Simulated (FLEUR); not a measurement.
# free Co(0001) film, 6 layers: anisotropy by force theorems

One state of free Co(0001) film, 6 layers is converged without symmetry. Force theorems then give its anisotropy.

Main program and level: FLEUR MaX-R8.1; PBE; all-electron FLAPW film, Dirac cores, scalar-relativistic bands.

## (1) The starting structure

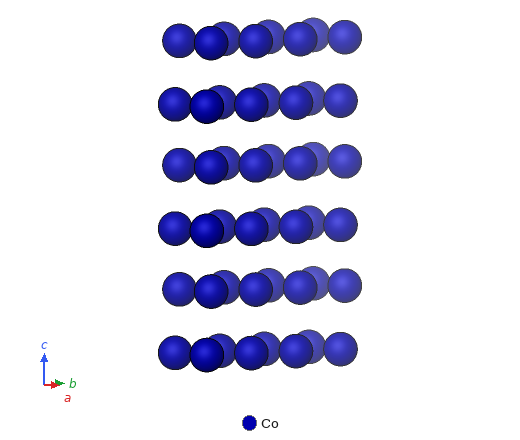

The starting structure, seen from the side, with the c axis up (cobalt blue). 2×4×1 cells are drawn.

The cell holds 6 atoms: 6 Co. Its edges and angles: a = 2.507 Å, b = 2.507 Å, c = 24.175 Å, α = 90.0°, β = 90.0°, γ = 120.0°. Layers at typed spacings, unrelaxed. Vacuum lies along c.

Coordinates:

```cif
data_structure
_symmetry_space_group_name_H-M 'P 1'
_symmetry_Int_Tables_number 1
_cell_length_a 2.5070
_cell_length_b 2.5070
_cell_length_c 24.1750
_cell_angle_alpha 90.000
_cell_angle_beta 90.000
_cell_angle_gamma 120.000
_cell_volume 131.58
loop_
_atom_site_label
_atom_site_type_symbol
_atom_site_fract_x
_atom_site_fract_y
_atom_site_fract_z
_atom_site_occupancy
Co1 Co 0.66667 0.33333 0.28956 1
Co2 Co 0.33333 0.66667 0.37373 1
Co3 Co 0.66667 0.33333 0.45791 1
Co4 Co 0.33333 0.66667 0.54209 1
Co5 Co 0.66667 0.33333 0.62627 1
Co6 Co 0.33333 0.66667 0.71044 1
```

It is built of layers of Co (space group 194).

## (2) The magnetic state

The force theorems are single passes in this state's potential, so it has to be converged first.

No symmetry is used, so that later steps may turn the spins freely; k and −k are joined. FLEUR takes the sheet as a true film: the images along c are dropped, heights are typed in bohr, and the vacuum on both sides is semi-infinite. inpgen writes inp.xml from crystal.txt; cutoffs, mixing, functional, smearing and local orbitals are then set in the file. The k list scf (kpts.xml, not shown) is a Γ-centred 14×14×1 mesh; where the ranks do not divide the number of points, some are split in two of half the weight.

inp.xml reads:

```
<?xml version="1.0" encoding="UTF-8" standalone="no"?>
<fleurInput fleurInputVersion="0.39">
   <comment>
      Co
   </comment>
   <calculationSetup>
      <cutoffs Kmax="3.66" Gmax="11.0" GmaxXC="11.0" numbands="0"/>
      <scfLoop itmax="150" minDistance="0.00002" maxIterBroyd="15" imix="Anderson" alpha="0.03" precondParam="0.0" spinf="2.0" sdNocoIR="T"/>
      <coreElectrons ctail="F" frcor="F" kcrel="0" coretail_lmax="0"/>
      <xcFunctional name="pbe" relativisticCorrections="F"/>
      <magnetism jspins="2" l_noco="F" l_ss="F">
         <qss>0.0 0.0 0.0</qss>
         <mtNocoParams l_mperp="F" l_mtNocoPot="F" l_relaxSQA="F" mag_mixing_scheme="0" mix_RelaxWeightOffD="1.0" l_constrained="F" mix_constr="1.0"/>
         <sourceFreeMag l_sourceFree="F" l_scaleMag="F" mag_scale="1.0"/>
      </magnetism>
      <soc l_soc="F" theta="0.0" phi="0.0" spav="F"/>
      <expertModes spex="0" secvar="F"/>
      <geometryOptimization l_f="F" forcealpha="1.0" forcemix="BFGS" epsdisp="0.00001" epsforce="0.00001"/>
      <ldaU l_linMix="F" mixParam="0.05" spinf="1.0"/>
   </calculationSetup>
   <cell>
      <bzIntegration valenceElectrons="102.0" mode="hist" fermiSmearingEnergy="0.00183747">
         <kPointListSelection listName="scf"/>
         <xi:include xmlns:xi="http://www.w3.org/2001/XInclude" href="kpts.xml"> </xi:include>
      </bzIntegration>
      <xi:include xmlns:xi="http://www.w3.org/2001/XInclude" href="sym.xml"> </xi:include>
      <filmLattice scale="1.0" dVac="24.51" dTilda="27.01">
         <bravaisMatrixFilm>
            <row-1>    4.7375437355433538    -0.0000000791795246</row-1>
            <row-2>   -2.3687717992124133     4.1028332661104852</row-2>
         </bravaisMatrixFilm>
         <vacuumEnergyParameters vacuum="1" spinUp="-.25" spinDown="-.25"/>
         <vacuumEnergyParameters vacuum="2" spinUp="-.25" spinDown="-.25"/>
      </filmLattice>
   </cell>
   <atomSpecies>
      <species name="Cobalt (Co2.000" element="Co" atomicNumber="27">
         <mtSphere radius="2.24" gridPoints="741" logIncrement="0.016"/>
         <atomicCutoffs lmax="8" lnonsphr="6"/>
         <electronConfig flipSpins="F">
            <coreConfig>(1s1/2) (2s1/2) (2p1/2) (2p3/2)</coreConfig>
            <valenceConfig>(3s1/2) (3p1/2) (3p3/2) (4s1/2) (3d3/2) (3d5/2)</valenceConfig>
            <stateOccupation state="(3d3/2)" spinUp="1.5" spinDown="1.3"/>
            <stateOccupation state="(3d5/2)" spinUp="3.0" spinDown="1.2"/>
         </electronConfig>
         <energyParameters s="4" p="4" d="3" f="4"/>
         <lo type="SCLO" l="0" n="3" eDeriv="0"/>
         <lo type="SCLO" l="1" n="3" eDeriv="0"/>
      </species>
   </atomSpecies>
   <atomGroups>
      <atomGroup species="Cobalt (Co2.000">
         <filmPos label="                   1">-1.000/3.000 1.000/3.000 -9.6139965406</filmPos>
         <force calculate="T" relaxXYZ="TTT"/>
         <nocoParams  alpha="0.0" beta="0.0"/>
      </atomGroup>
      <atomGroup species="Cobalt (Co2.000">
         <filmPos label="                   2">1.000/3.000 -1.000/3.000 -5.7683979244</filmPos>
         <force calculate="T" relaxXYZ="TTT"/>
         <nocoParams  alpha="0.0" beta="0.0"/>
      </atomGroup>
      <atomGroup species="Cobalt (Co2.000">
         <filmPos label="                   3">-1.000/3.000 1.000/3.000 -1.9227993081</filmPos>
         <force calculate="T" relaxXYZ="TTT"/>
         <nocoParams  alpha="0.0" beta="0.0"/>
      </atomGroup>
      <atomGroup species="Cobalt (Co2.000">
         <filmPos label="                   4">1.000/3.000 -1.000/3.000 1.9227993081</filmPos>
         <force calculate="T" relaxXYZ="TTT"/>
         <nocoParams  alpha="0.0" beta="0.0"/>
      </atomGroup>
      <atomGroup species="Cobalt (Co2.000">
         <filmPos label="                   5">-1.000/3.000 1.000/3.000 5.7683979244</filmPos>
         <force calculate="T" relaxXYZ="TTT"/>
         <nocoParams  alpha="0.0" beta="0.0"/>
      </atomGroup>
      <atomGroup species="Cobalt (Co2.000">
         <filmPos label="                   6">1.000/3.000 -1.000/3.000 9.6139965406</filmPos>
         <force calculate="T" relaxXYZ="TTT"/>
         <nocoParams  alpha="0.0" beta="0.0"/>
      </atomGroup>
   </atomGroups>
   <output dos="F" band="F" slice="F">
      <bandDOS minEnergy="-.5*Htr" maxEnergy="0.5*Htr" sigma="0.015" storeEVData="T"/>
      <plotting iplot="0" polar="F">
         <plot TwoD="T" vec1="  1.0  0.0  0.0" vec2="  0.0  1.0  0.0" vec3="  0.0  0.0  1.0" zero="  0.0  0.0 -0.5" file="plot"/>
      </plotting>
      <moessbauerParams electricFieldGradient="F" isomerShift="F" coreHyperfine="F" valenceHyperfine="F"/>
   </output>
</fleurInput>
```

crystal.txt reads:

```
Co
&input film=T cartesian=F /
2.50700018054  -0.00000004190  0.00000000000
-1.25350005399  2.17112586459  0.00000000000
0.00000000000  0.00000000000  1.00000000000
1.8897261246
1.0 1.0 1.0

6
27 0.66666666667  0.33333333333  -9.61399654063 : 2.000
27 0.33333333333  0.66666666667  -5.76839792438 : 2.000
27 0.66666666667  0.33333333333  -1.92279930813 : 2.000
27 0.33333333333  0.66666666667  1.92279930813 : 2.000
27 0.66666666667  0.33333333333  5.76839792438 : 2.000
27 0.33333333333  0.66666666667  9.61399654063 : 2.000

&kpt div1=14 div2=14 div3=1 gamma=T /
```

On the command line:

```sh
$ OMP_NUM_THREADS=1 inpgen -f crystal.txt -nosym -noco > inpgen.log  # inp.xml is then edited as shown
$ OMP_NUM_THREADS=1 mpirun -n 4 fleur_MPI > fleur.log
```

The log of the run:

```text
Welcome to FLEUR        (www.flapw.de)
      MaX-Release 8.1          (www.max-centre.eu)

 ========== k-point set info ==========
 Selected k-point list: scf
 k-point list type: mesh
 0 x 0 x 0
 Number of k points: 100

 ------------Calculation Setup---------------------------
 Number of MPI-tasks      :            4
 Number of PE/node        :            4
 Number of OMP-threads    :            1
 k-points in parallel     :            4
 pe's per k-point         :            1
 No of k-point loops      :           25
 Eigenvalue solver        :       lapack
 Number of basis functions:          486
 Approximate size of matrices (H+S) per k-point:         0.007 GB
 --------------------------------------------------------
 Iteration:     1   Distance:      38.33138476 me/bohr^3
 Iteration:     2   Distance:      78.83738961 me/bohr^3
 Iteration:     3   Distance:      20.92403152 me/bohr^3
 Iteration:     4   Distance:      20.18596201 me/bohr^3
 Iteration:     5   Distance:      17.63614619 me/bohr^3
 Iteration:     6   Distance:       5.40987948 me/bohr^3
 Iteration:     7   Distance:       6.88860776 me/bohr^3
 Iteration:     8   Distance:       5.31775235 me/bohr^3
 Iteration:     9   Distance:       3.37888909 me/bohr^3
 Iteration:    10   Distance:       2.81446238 me/bohr^3
[... 35 iterations left out ...]
 Iteration:    46   Distance:       0.00019755 me/bohr^3
 Iteration:    47   Distance:       0.00023524 me/bohr^3
 Iteration:    48   Distance:       0.00020476 me/bohr^3
 Iteration:    49   Distance:       0.00010724 me/bohr^3
 Iteration:    50   Distance:       0.00008416 me/bohr^3
 Iteration:    51   Distance:       0.00007320 me/bohr^3
 Iteration:    52   Distance:       0.00005518 me/bohr^3
 Iteration:    53   Distance:       0.00003202 me/bohr^3
 Iteration:    54   Distance:       0.00002780 me/bohr^3
 Iteration:    55   Distance:       0.00000633 me/bohr^3

 ********************************************************************
 Run finished successfully
 Stop message:
   all done
 ********************************************************************

--- out.xml (last complete iteration) ---
<iteration numberForCurrentRun="   55" overallNumber="   55">
         [... left out ...]
         <bandgap value="-0.0000000002" units="eV"/>
         <sumValenceSingleParticleEnergies value="-142.2666889787" units="Htr"/>
         <FermiEnergy value="-0.1822981505" units="Htr"/>
         <valenceDensity>
            <mtCharges spin="1">
               <mtCharge atomType="1" total="8.7842958" s="1.1920054" p="3.1242965" d="4.4563568" f="0.0088388"/>
               <mtCharge atomType="2" total="8.8097574" s="1.1913747" p="3.1637104" d="4.4386647" f="0.0122369"/>
               <mtCharge atomType="3" total="8.7963029" s="1.1929300" p="3.1641305" d="4.4232828" f="0.0121992"/>
               <mtCharge atomType="4" total="8.7963029" s="1.1929300" p="3.1641305" d="4.4232828" f="0.0121992"/>
               <mtCharge atomType="5" total="8.8097574" s="1.1913747" p="3.1637104" d="4.4386648" f="0.0122369"/>
               <mtCharge atomType="6" total="8.7842958" s="1.1920054" p="3.1242965" d="4.4563568" f="0.0088388"/>
            </mtCharges>
            <mtCharges spin="2">
               <mtCharge atomType="1" total="6.9884968" s="1.1980123" p="3.1565413" d="2.6229373" f="0.0085380"/>
               <mtCharge atomType="2" total="7.0784404" s="1.2005903" p="3.2039298" d="2.6585657" f="0.0119857"/>
               <mtCharge atomType="3" total="7.0958309" s="1.2014393" p="3.2051303" d="2.6739600" f="0.0119791"/>
               <mtCharge atomType="4" total="7.0958309" s="1.2014393" p="3.2051303" d="2.6739601" f="0.0119791"/>
               <mtCharge atomType="5" total="7.0784404" s="1.2005903" p="3.2039298" d="2.6585658" f="0.0119857"/>
               <mtCharge atomType="6" total="6.9884969" s="1.1980123" p="3.1565413" d="2.6229374" f="0.0085380"/>
            </mtCharges>
            <spinDependentCharge spin="1" total="56.0147552" interstitial="3.1344370" mtSpheres="52.7807123" vacuum1="0.0498029" vacuum2="0.0498029"/>
            <spinDependentCharge spin="2" total="45.9852450" interstitial="3.5486318" mtSpheres="42.3255364" vacuum1="0.0555384" vacuum2="0.0555384"/>
            <totalCharge value="102.0000002332"/>
         </valenceDensity>
         [... left out ...]
         <allElectronCharges>
            <spinDependentCharge spin="1" total="86.0147552" interstitial="3.1344370" mtSpheres="82.7807123" vacuum1="0.0498029" vacuum2="0.0498029"/>
            <spinDependentCharge spin="2" total="75.9852450" interstitial="3.5486318" mtSpheres="72.3255364" vacuum1="0.0555384" vacuum2="0.0555384"/>
            <totalCharge value="162.0000002352"/>
         </allElectronCharges>
         <magneticMomentsInMTSpheres units="muBohr">
            <globalMagMoment atomType="1" vec="0.00000   0.00000   1.79580"/>
            <localMagMoment atomType="1" vec="0.00000   0.00000   1.79580"/>
            <globalMagMoment atomType="2" vec="0.00000   0.00000   1.73132"/>
            <localMagMoment atomType="2" vec="0.00000   0.00000   1.73132"/>
            <globalMagMoment atomType="3" vec="0.00000   0.00000   1.70047"/>
            <localMagMoment atomType="3" vec="0.00000   0.00000   1.70047"/>
            <globalMagMoment atomType="4" vec="0.00000   0.00000   1.70047"/>
            <localMagMoment atomType="4" vec="0.00000   0.00000   1.70047"/>
            <globalMagMoment atomType="5" vec="0.00000   0.00000   1.73132"/>
            <localMagMoment atomType="5" vec="0.00000   0.00000   1.73132"/>
            <globalMagMoment atomType="6" vec="0.00000   0.00000   1.79580"/>
            <localMagMoment atomType="6" vec="0.00000   0.00000   1.79580"/>
         </magneticMomentsInMTSpheres>
         <moessbauerParams unitsHFF="kG" unitsIS="e/bohr^3" unitsEFG="Htr/bohr^2">
         </moessbauerParams>
         <totalEnergy value="    -8360.7981904505" units="Htr">
            <sumOfEigenvalues value="    -4899.6394168189">
               <coreElectrons value="-4757.3727278402"/>
               <valenceElectrons value="-142.2666889787"/>
            </sumOfEigenvalues>
            <densityCoulombPotentialIntegral value="-12919.0022512316"/>
            <densityEffectivePotentialIntegral value="-13384.0100985144"/>
            <chargeDenXCDenIntegral value="-358.0987389048"/>
            <FockExchangeEnergyValence value="0.0000000000"/>
            <FockExchangeEnergyCore value="0.0000000000"/>
            <atomTypeDependentContributions atomType="1">
               <electronNucleiInteractionDifferentMTs value="1666.6418208775"/>
               <MadelungTerm value="-4.6348530139"/>
            </atomTypeDependentContributions>
            <atomTypeDependentContributions atomType="2">
               <electronNucleiInteractionDifferentMTs value="1667.4056094707"/>
               <MadelungTerm value="-3.8377677573"/>
            </atomTypeDependentContributions>
            <atomTypeDependentContributions atomType="3">
               <electronNucleiInteractionDifferentMTs value="1667.4275384362"/>
               <MadelungTerm value="-3.8369143331"/>
            </atomTypeDependentContributions>
            <atomTypeDependentContributions atomType="4">
               <electronNucleiInteractionDifferentMTs value="1667.4275384495"/>
               <MadelungTerm value="-3.8369143173"/>
            </atomTypeDependentContributions>
            <atomTypeDependentContributions atomType="5">
               <electronNucleiInteractionDifferentMTs value="1667.4056094470"/>
               <MadelungTerm value="-3.8377677205"/>
            </atomTypeDependentContributions>
            <atomTypeDependentContributions atomType="6">
               <electronNucleiInteractionDifferentMTs value="1666.6418208303"/>
               <MadelungTerm value="-4.6348529721"/>
            </atomTypeDependentContributions>
            <tkbTimesEntropy value="0.0017807074"/>
            <freeEnergy value="-8360.7999711579"/>
            <extrapolationTo0K value="-8360.7990808042"/>
         </totalEnergy>
         <densityConvergence units="me/bohr^3">
            <chargeDensity spin="1" distance="0.0000032200"/>
            <chargeDensity spin="2" distance="0.0000054430"/>
            <overallChargeDensity distance="0.0000063230"/>
            <spinDensity distance="0.0000063252"/>
         </densityConvergence>
      </iteration>
```

It took 15 min on 4 MPI ranks of Arm Neoverse V1, shared host; peak memory 1.2 GiB.

Spin moment in the muffin-tin sphere by atom:

```
atom  spin moment in the muffin-tin sphere (μB)
 Co1                                       1.80
 Co2                                       1.73
 Co3                                       1.70
 Co4                                       1.70
 Co5                                       1.73
 Co6                                       1.80
```

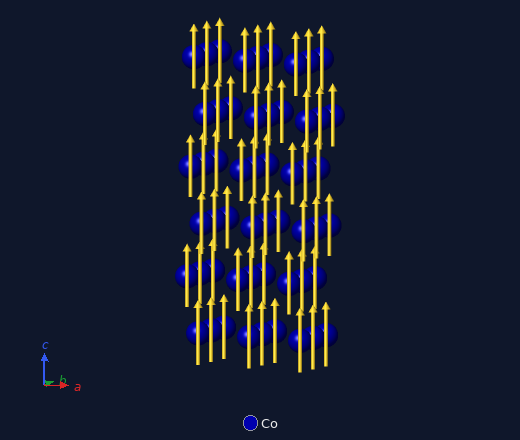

Spin moment in the muffin-tin sphere as arrows, the longest 1.80 μB. Up and down stand for the sign. Arrows give size and sign along the axis of quantisation, drawn up and down the page. 3×3×1 cells are drawn.

Read from the output:

* free energy: -227508.9573 eV
* magnetization: 10.03 μB
* final state: ferromagnetic

After 55 cycles the largest moment stands at 1.80 μB.

## (3) Energy against the direction of the moments, rung 1

Anisotropy is a small difference, so it is taken from sums over occupied states at a frozen potential, where most errors cancel.

One pass with spin–orbit coupling for each direction, from the saved density. Inversion lets half of the mesh serve, which the program's warning doesn't know. The k list mae (kpts.xml, not shown) is a Γ-centred 23×23×1 mesh.

inp.xml, as its differences from that of step 2:

```diff
@@ -6,4 +6,4 @@
    <calculationSetup>
-      <cutoffs Kmax="3.66" Gmax="11.0" GmaxXC="11.0" numbands="0"/>
-      <scfLoop itmax="150" minDistance="0.00002" maxIterBroyd="15" imix="Anderson" alpha="0.03" precondParam="0.0" spinf="2.0" sdNocoIR="T"/>
+      <cutoffs Kmax="3.66" Gmax="11.0" GmaxXC="11.0" numbands="198"/>
+      <scfLoop itmax="1" minDistance="0.00002" maxIterBroyd="15" imix="Anderson" alpha="0.03" precondParam="0.0" spinf="2.0" sdNocoIR="T"/>
       <coreElectrons ctail="F" frcor="F" kcrel="0" coretail_lmax="0"/>
@@ -15,3 +15,3 @@
       </magnetism>
-      <soc l_soc="F" theta="0.0" phi="0.0" spav="F"/>
+      <soc l_soc="T" theta="0.0" phi="0.0" spav="F"/>
       <expertModes spex="0" secvar="F"/>
@@ -22,3 +22,3 @@
       <bzIntegration valenceElectrons="102.0" mode="hist" fermiSmearingEnergy="0.00183747">
-         <kPointListSelection listName="scf"/>
+         <kPointListSelection listName="mae"/>
          <xi:include xmlns:xi="http://www.w3.org/2001/XInclude" href="kpts.xml"> </xi:include>
@@ -89,2 +89,5 @@
    </output>
+   <forceTheorem>
+      <MAE theta="0.0 1.5707963 1.5707963" phi="0.0 0.0 1.5707963"/>
+   </forceTheorem>
 </fleurInput>
```

On the command line:

```sh
$ OMP_NUM_THREADS=1 mpirun -n 4 fleur_MPI -warn_only > fleur.log
```

The log of the run:

```text
[banner, memory and clock lines left out]
Welcome to FLEUR        (www.flapw.de)
      MaX-Release 8.1          (www.max-centre.eu)
************FLEUR-Warning*****************
Error message: k-point set is not compatible to missing time-reversal symmetry in calculation.
Error occurred in subroutine: gen_bz
Error from PE:0/4
Other PEs with error messages:
************FLEUR-Warning*****************
Error message: k-point set is not compatible to missing time-reversal symmetry in calculation.
Error occurred in subroutine: gen_bz
Error from PE:1/4
Other PEs with error messages:
     2-k-point set is not compatible to missing time-reversal symmetry in calculation.
     3-k-point set is not compatible to missing time-reversal symmetry in calculation.
*****************************************
     1-k-point set is not compatible to missing time-reversal symmetry in calculation.
     2-k-point set is not compatible to missing time-reversal symmetry in calculation.
     3-k-point set is not compatible to missing time-reversal symmetry in calculation.
*****************************************

 ========== k-point set info ==========
 Selected k-point list: mae
 k-point list type: mesh
 0 x 0 x 0
 Number of k points: 268

 [... set-up left out ...]
 ********************************************************************
 Run finished successfully
 Stop message:
   Forcetheorem MAE
 ********************************************************************

--- out.xml (force theorem) ---
<Forcetheorem_MAE Angles="3" units="Htr">
            <Angle theta="0.0000000" phi="0.0000000" ev-sum="-142.271241931"/>
            <Angle theta="1.5707963" phi="0.0000000" ev-sum="-142.271225195"/>
            <Angle theta="1.5707963" phi="1.5707963" ev-sum="-142.271225314"/>
         </Forcetheorem_MAE>
```

Run time: 4.5 min. Hardware: 4 MPI ranks; peak memory 2.1 GiB.

Anisotropy energies, by row:

```
axis  x  y  z  band energy less the first axis' (meV a cell)
   z  0  0  1                                              0
   x  1  0  0                                         0.4554
   y  0  1  0                                         0.4522
```

Shape anisotropy is not in these numbers.

(Part 1 of 2 ends here.)

[Logs and program files are shortened in this print: banners, set-up blocks, solver, clock and traceback lines can be left out without a mark of their own.]

[Logs are printed without paths, hosts, clocks, repeated set-up lines and the standing remarks that a program may print on its own settings, such as how far it seeks lower states.]

[Hosts, paths, dates, database ids (printed as entryN), source tags and the programs' standing remarks are cut or masked in the printed files.]

[Where a cell is said to come from a database of computed structures, the database is the Materials Project.]
